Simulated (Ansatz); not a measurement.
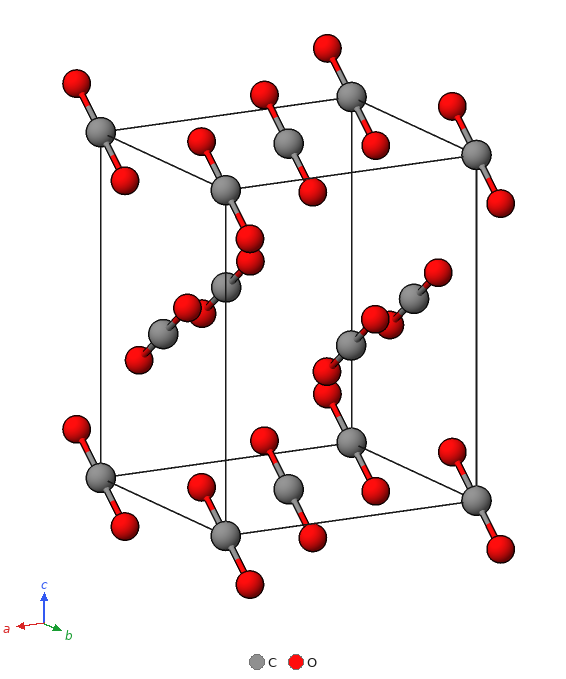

The figure gives a ball-and-stick picture of the atoms, viewed from a general direction. The frame is the conventional unit cell; atoms at its boundary are shown with their periodic copies. Finite groups of bonded atoms are drawn whole. Cell: a = 5.272 Å, b = 4.775 Å, c = 6.587 Å, α = 90.00°, β = 90.00°, γ = 90.00°.

Describe the crystal.

The stoichiometry is CO₂. Space group: Cmce (No. 64). Lattice: base-centred orthorhombic. Counting shared atoms by their share gives 4 C, 8 O, or 12 atoms. The C atoms are each bonded to two O in a linear arrangement at about 1.2 Å. O bonds to one C at about 1.2 Å. The bonds build separate CO2 groups.

Provenance: a structure listed in the Materials Project. Earlier steps of the study may have refined or changed the cell and positions. Ansatz was used for an electronic-structure calculation on it.
